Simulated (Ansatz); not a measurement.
**Ta8N9 (cell with a defect): density, localisation and related maps**

The calculation's input:

```
crystal:
  lattice:
    - [-5.2635610262, 0.0, 2.9218011651]
    - [2.6317805131, -4.5583775631, 2.9218011651]
    - [2.6317805131, 4.5583775631, 2.9218011651]
  atoms:
    - { symbol: Ta, position: [0.3333333333, 0.3333333333, 0.3333333333] }
    - { symbol: Ta, position: [0.6666666667, 0.6666666667, 0.6666666667] }
    - { symbol: Ta, position: [0.0, 1.0, 0.0] }
    - { symbol: Ta, position: [0.5, 0.1666666667, 0.8333333333] }
    - { symbol: Ta, position: [0.8333333333, 0.5, 0.1666666667] }
    - { symbol: Ta, position: [0.8333333333, 0.1666666667, 0.5] }
    - { symbol: Ta, position: [0.1666666667, 0.5, 0.8333333333] }
    - { symbol: Ta, position: [0.5, 0.8333333333, 0.1666666667] }
    - { symbol: "N", position: [0.0, 0.5, 0.5] }
    - { symbol: "N", position: [0.3333333333, 0.8333333333, 0.8333333333] }
    - { symbol: "N", position: [0.6666666667, 0.1666666667, 0.1666666667] }
    - { symbol: "N", position: [0.8333333333, 0.8333333333, 0.3333333333] }
    - { symbol: "N", position: [0.1666666667, 0.1666666667, 0.6666666667] }
    - { symbol: "N", position: [0.5, 0.5, 0.0] }
    - { symbol: "N", position: [0.1666666667, 0.6666666667, 0.1666666667] }
    - { symbol: "N", position: [0.5, 1.0, 0.5] }
    - { symbol: "N", position: [0.8333333333, 0.3333333333, 0.8333333333] }
basis:
  ecutwfc: 420
  xc_grid: 2
kpoints:
  mp_grid: { grid: [5, 5, 5], shift: [0.0, 0.0, 0.0] }
hamiltonian:
  xc: pbe
scf:
  occupations: { method: gaussian, width: 0.1 }
output:
  forces: true
  stress: false
  eigenvalues: true
  write_density: true
  write_potential: true
  elf: true
  volumetric_format: npy
relax:
  adjacent_minimum: "off"
  f_tol: 0.025
  max_steps: 45
```

Run with:

```sh
ansatz run input.yaml --threads 4 --pin off --max-ram 10240MiB --backend cpu --events-out ev --progress --plain --runs-dir out
```

The fields are those of the run's last geometry, not of the input's.

Computed without spin polarisation.

Method: DFT PBE, scalar-relativistic, plane waves, PAW (Ansatz).

In a PAW calculation such maps are meaningful between the atoms, not at the nuclei.

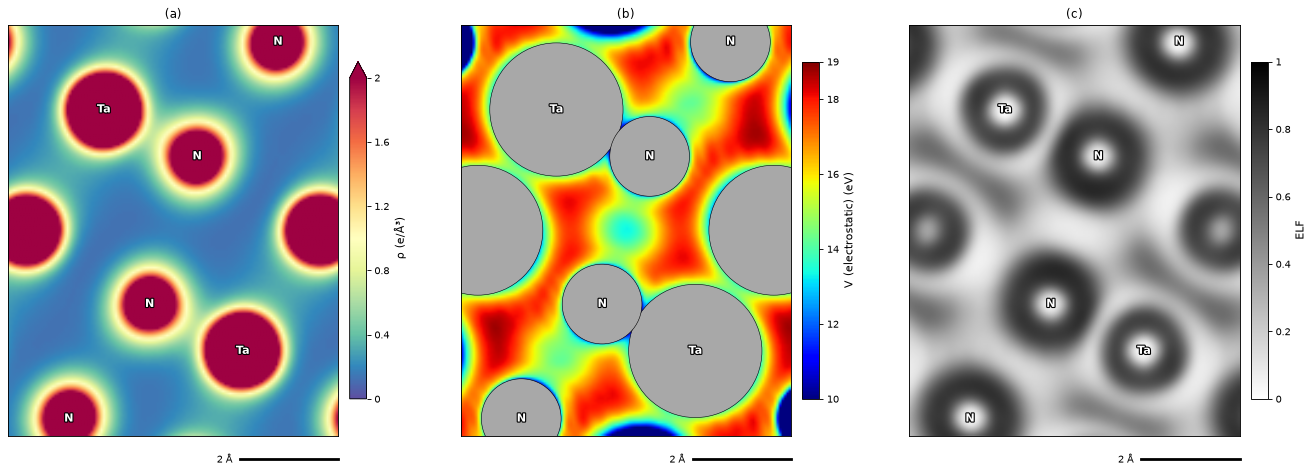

Figure 1. (a) valence charge density (pseudo); (b) electrostatic potential energy of an electron; (c) ELF on the (011̄) plane of the calculation cell. Grey discs cover the atomic cores in the potential map.

Question: What do the fields say about this system?

Answer:
- The section cuts through Ta and N sites.
- Atoms just off the plane (Ta, 0.3 Å away) can leave unmarked features too.
- Ta–N (2.13 Å): the density is about 0.72 e/Å³ at the midpoint; the ELF peaks at about 0.80 in the valence shell of N, 0.7 Å from its nucleus, and is about 0.30 at the midpoint (no localised pair shows between them).
- Between the atoms the lowest density in this plane is 0.13 e/Å³.
- The features right at Ta lie inside the PAW spheres, where the map follows smoothed inner orbitals and isn't to be read closely.
- Outside the cores the potential energy rises away from the atoms and is highest about 1.9 Å from the nearest atoms; its zero is arbitrary.

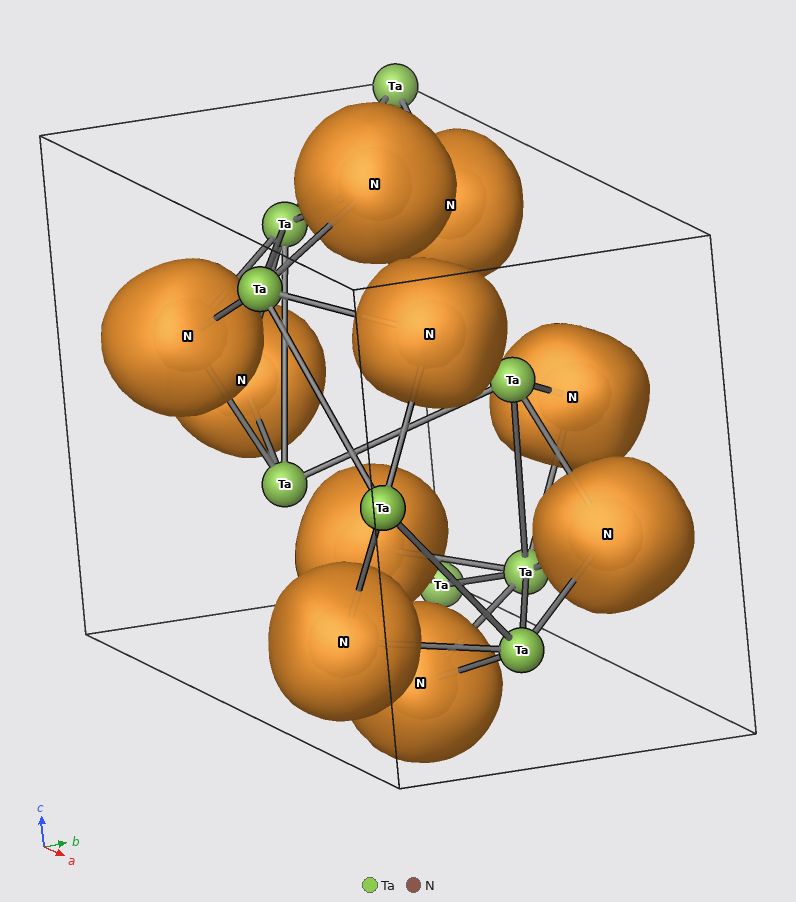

Figure 2. Isosurface of the electron localisation function at 0.65 (orange), seen at an oblique angle. Core shells and regions of very low density are left out. Sticks mark near contacts.

Question: Where are the electrons localised?

Answer: The ELF exceeds this value in nine regions wrapped around N (the valence shell of each), counted in one cell of 17 atoms. Any copies at cell faces, edges or corners count once.


Ta–N (2.02 Å): the ELF peaks at about 0.85 in the valence shell of N, 0.6 Å from its nucleus, and is about 0.30 at the midpoint. Ta–Ta (2.93 Å): the ELF is about 0.20 at the midpoint (no shared electron pair shows on this line).

Question: Metal or insulator at this level of theory?

Answer: It is metallic or semimetallic at this level of theory: no gap opens.
